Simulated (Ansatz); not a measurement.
**Tl: a changed input and its effect**

System: Tl (P6₃/mmc, 2 atoms in the cell).
Method of run A: DFT, PBE, plane waves, PAW, no spin polarisation (Ansatz 0.2.0).

The structure derives from an entry of the Crystallography Open Database. Text and figures count atoms from 1; the logs count them from 0 in places.

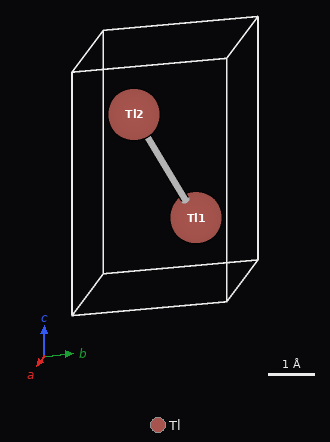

**Figure 1.** The structure as given in the input (ball-and-stick view of the cell of the calculation, seen slightly off an axis; atoms are numbered from 1 in the order of the input).

**The input, run A**
```yaml
crystal:
  lattice:
    - [3.6113033975, 0.0, 0.0]
    - [-1.8056516987, 3.127480483, 0.0]
    - [0.0, 0.0, 5.5690252396]
  atoms:
    - { symbol: Tl, position: [0.3333333333, 0.6666666667, 0.25] }
    - { symbol: Tl, position: [0.6666666667, 0.3333333333, 0.75] }
basis:
  ecutwfc: 420
kpoints:
  mp_grid: { grid: [15, 15, 8] }
hamiltonian:
  xc: pbe
scf:
  occupations: { method: gaussian, width: 0.1 }
  mixing: { algorithm: msr1, beta: 0.5 }
output:
  forces: true
  eigenvalues: true
  stress: true
```

Command:
```bash
ansatz run input.yaml --threads 2 --pin off --max-ram 5120MiB --backend cpu --events-out ev --progress --plain --runs-dir out
```

Hardware: 2 threads of Intel Xeon (Sapphire Rapids), 64 GiB of memory available, shared host.

**Output, shortened to warnings, some set-up lines, iterations and results (run A)**
```
Basis set: ecut = 420 eV, 1207 PW (Γ), exchange–correlation on 50×50×80 points (8 copies of the dense FFT grid, shifted against one another)
Symmetry: 24 space group operations
k-points: 135 of 1800
Initial density: superposition of atomic densities (neutral atoms: chi_scale 0, normalization atom), corrected by the library's trained network
[...]
SCF iter   1: F=—  HF=-22888.306891 eV  |F-HF|=—  |Δ(HF+E_count)|=         —  Δρ=5.85e-4  dr2=1.84e-4  ethr=1.77e-3  ⟨swp⟩=6.0  Hψ=11091  notcnv=0
SCF iter   2: F=—  HF=-22888.305172 eV  |F-HF|=—  |Δ(HF+E_count)|=   1.72e-3  Δρ=3.28e-4  dr2=5.91e-5  ethr=7.09e-7  ⟨swp⟩=2.5  Hψ=5181  notcnv=0
SCF iter   3: F=—  HF=-22888.305223 eV  |F-HF|=—  |Δ(HF+E_count)|=   5.12e-5  Δρ=1.49e-4  dr2=1.71e-5  ethr=2.27e-7  ⟨swp⟩=2.0  Hψ=2582  notcnv=0
SCF iter   4: F=—  HF=-22888.305229 eV  |F-HF|=—  |Δ(HF+E_count)|=   5.66e-6  Δρ=3.98e-5  dr2=9.29e-7  ethr=6.59e-8  ⟨swp⟩=2.0  Hψ=2681  notcnv=0
SCF iter   5: F=-22888.305229 eV  HF=-22888.305229 eV  |F-HF|=5.81e-9  |Δ(HF+E_count)|=   6.67e-7  Δρ=1.02e-5  dr2=5.15e-8  ethr=3.57e-9  ⟨swp⟩=2.6  Hψ=4054  notcnv=0
SCF iter   6: F=-22888.305229 eV  HF=-22888.305229 eV  |F-HF|=1.99e-9  |Δ(HF+E_count)|=   1.13e-8  Δρ=2.66e-6  dr2=3.53e-9  ethr=1.98e-10  ⟨swp⟩=2.5  Hψ=7736  notcnv=0
SCF 1 converged in 6 iterations: F = -22888.305229 eV  dr2 = 3.53e-9
SCF converged after 6 iterations
Free energy (F): -22888.305229 eV
Harris-Foulkes:  -22888.305229 eV  (|F-HF|=1.99e-9)
Internal energy: -22888.301717 eV  (E = F + TS)
E sigma→0 (E₀):  -22888.303473 eV
Entropy (-TS):   -0.003512 eV (-1.756 meV/atom)
Fermi energy:    9.142712 eV
--- Per-component energies (eV) ---
  E_band       = -15.308566
  E_kinetic    = 666.054349
  E_local      = -1860.899587  (includes V_loc(G=0)·N_el)
  E_nonlocal   = 634.258602
  E_hartree    = 686.903988
  E_xc         = -461.013397
  E_vxc        = -283.612925  (∫ρ·V_xc dr)
  E_paw        = -20327.936571  (= ΣΔE_a)
  E_vpaw       = -544.914258  (= ΣTr[D̂ρ^β])
  E_aug_tail   = 0.000067  (compensation charges beyond the density's cutoff)
  E_ewald      = -2225.669168
  E_smearing   = -0.003512  (= −TS)
  E_closure    = 0.000000  (closes the sum)
  Σ components = -22888.305229   (vs F -22888.305229, Δ=0.00e0)
--- Forces (eV/Å), atoms counted from 1 ---
  atom   1  Tl     0.00000000    -0.00000000     0.00000000
  atom   2  Tl    -0.00000000     0.00000000     0.00000000
  max |Σ_I F_I| component: 2.31e-18 eV/Å
--- Stress (GPa, compression-positive) ---
       -0.018727      -0.000000       0.000000
       -0.000000      -0.018727       0.000000
        0.000000       0.000000      -0.033267
  P = ⅓ Tr σ = -0.0236 GPa (-0.236 kbar)
```

The input of run B differs as follows (lines with − go, lines with + come):
```diff
-    - [3.6113033975, 0.0, 0.0]
-    - [-1.8056516987, 3.127480483, 0.0]
-    - [0.0, 0.0, 5.5690252396]
+    - [3.4705966729, 0.0, 0.0]
+    - [-1.7352983364, 3.005624885, 0.0]
+    - [0.0, 0.0, 5.3976795222]
-  mp_grid: { grid: [15, 15, 8] }
+  mp_grid: { grid: [6, 6, 4] }
-  mixing: { algorithm: msr1, beta: 0.5 }
```

Predict how the results change.

With the same functional and potentials, run B lies 55.5 meV per atom higher (other lines of the input change too). The pressure goes from −0.02 to 3.71 GPa. The volume per atom goes from 31.45 to 28.15 Å³. The number of SCF iterations is the same. The irreducible k-points go from 135 to 21. The plane waves at Γ go from 1207 to 1093.

**Output, shortened to warnings, some set-up lines, iterations and results (run B)**
```
Basis set: ecut = 420 eV, 1093 PW (Γ), exchange–correlation on 48×48×80 points (8 copies of the dense FFT grid, shifted against one another)
Symmetry: 24 space group operations
k-points: 21 of 144
Initial density: superposition of atomic densities (neutral atoms: chi_scale 0, normalization atom), corrected by the library's trained network
[...]
SCF iter   1: F=—  HF=-22888.195880 eV  |F-HF|=—  |Δ(HF+E_count)|=         —  Δρ=1.06e-3  dr2=6.87e-4  ethr=1.77e-3  ⟨swp⟩=5.9  Hψ=1746  notcnv=0
SCF iter   2: F=—  HF=-22888.194259 eV  |F-HF|=—  |Δ(HF+E_count)|=   1.62e-3  Δρ=7.78e-4  dr2=3.53e-4  ethr=2.64e-6  ⟨swp⟩=2.0  Hψ=735  notcnv=0
SCF iter   3: F=—  HF=-22888.194288 eV  |F-HF|=—  |Δ(HF+E_count)|=   2.94e-5  Δρ=2.05e-4  dr2=2.76e-5  ethr=1.36e-6  ⟨swp⟩=1.8  Hψ=389  notcnv=0
SCF iter   4: F=—  HF=-22888.194288 eV  |F-HF|=—  |Δ(HF+E_count)|=  9.97e-10  Δρ=1.05e-4  dr2=4.98e-6  ethr=1.06e-7  ⟨swp⟩=2.4  Hψ=639  notcnv=0
SCF iter   5: F=—  HF=-22888.194288 eV  |F-HF|=—  |Δ(HF+E_count)|=   5.21e-7  Δρ=2.14e-5  dr2=2.93e-7  ethr=1.91e-8  ⟨swp⟩=2.1  Hψ=600  notcnv=0
SCF iter   6: F=-22888.194288 eV  HF=-22888.194288 eV  |F-HF|=4.30e-9  |Δ(HF+E_count)|=   2.13e-8  Δρ=5.21e-6  dr2=2.34e-8  ethr=3.85e-10  ⟨swp⟩=4.5  Hψ=1264  notcnv=0
SCF 1 converged in 6 iterations: F = -22888.194288 eV  dr2 = 2.34e-8
SCF converged after 6 iterations
Free energy (F): -22888.194288 eV
Harris-Foulkes:  -22888.194288 eV  (|F-HF|=4.30e-9)
Internal energy: -22888.187828 eV  (E = F + TS)
E sigma→0 (E₀):  -22888.191058 eV
Entropy (-TS):   -0.006460 eV (-3.230 meV/atom)
Fermi energy:    10.836689 eV
--- Per-component energies (eV) ---
  E_band       = 21.334553
  E_kinetic    = 668.353739
  E_local      = -1731.007178  (includes V_loc(G=0)·N_el)
  E_nonlocal   = 634.334513
  E_hartree    = 640.233495
  E_xc         = -461.884497
  E_vxc        = -284.911356  (∫ρ·V_xc dr)
  E_paw        = -20328.586806  (= ΣΔE_a)
  E_vpaw       = -545.897406  (= ΣTr[D̂ρ^β])
  E_aug_tail   = 0.000068  (compensation charges beyond the density's cutoff)
  E_ewald      = -2309.631163
  E_smearing   = -0.006460  (= −TS)
  E_closure    = -0.000000  (closes the sum)
  Σ components = -22888.194288   (vs F -22888.194288, Δ=0.00e0)
--- Forces (eV/Å), atoms counted from 1 ---
  atom   1  Tl    -0.00000000    -0.00000000     0.00000000
  atom   2  Tl     0.00000000     0.00000000    -0.00000000
  max |Σ_I F_I| component: 1.85e-17 eV/Å
--- Stress (GPa, compression-positive) ---
        2.987281       0.000000       0.000000
        0.000000       2.987281       0.000000
        0.000000       0.000000       5.148194
  P = ⅓ Tr σ = 3.7076 GPa (37.076 kbar)
```

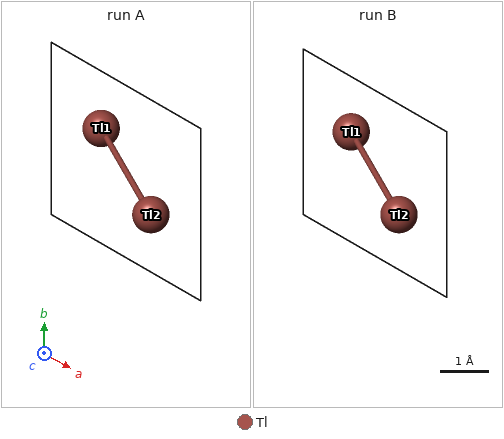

**Figure 2.** The two input geometries at one scale (ball-and-stick view of the cell of the calculation, along the c axis). The atoms keep their places relative to the cell (all moves are under 0.005 Å). The drawn cell changes as follows: a = b 3.611 → 3.471 Å (−3.9 %), c 5.569 → 5.398 Å (−3.1 %); the volume changes by −10.5 %. Among the contacts that change: Tl1–Tl1 3.611 → 3.471 Å, Tl1–Tl2 3.479 → 3.361 Å.

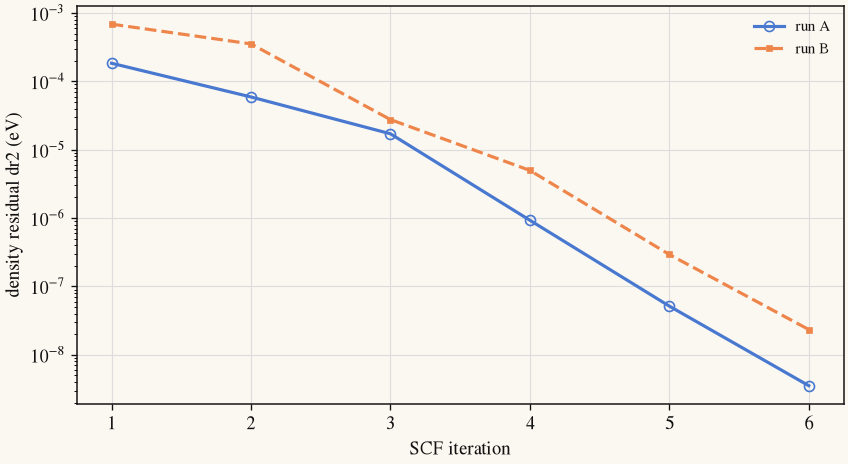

**Figure 3.** Convergence of the two runs: density residual dr2 against the SCF iteration. Run A takes 6 iterations in all, and run B takes 6.

**The two runs side by side**

```csv
quantity,run A,run B
outcome,converged,converged
free energy per atom (eV),−11444.1526,−11444.0971
"energy per atom, smearing taken to zero (eV)",−11444.1517,−11444.0955
gap on the mesh (eV),0.00,0.00
pressure (GPa),−0.02,3.71
volume per atom (Å³),31.45,28.15
largest force (eV/Å),0.000,0.000
SCF iterations,6,6
irreducible k-points,135,21
plane waves at Γ,1207,1093
wall time (shared host),2.4 s,0.76 s
```

For both runs: Spin–orbit coupling is left out, which matters for Tl.
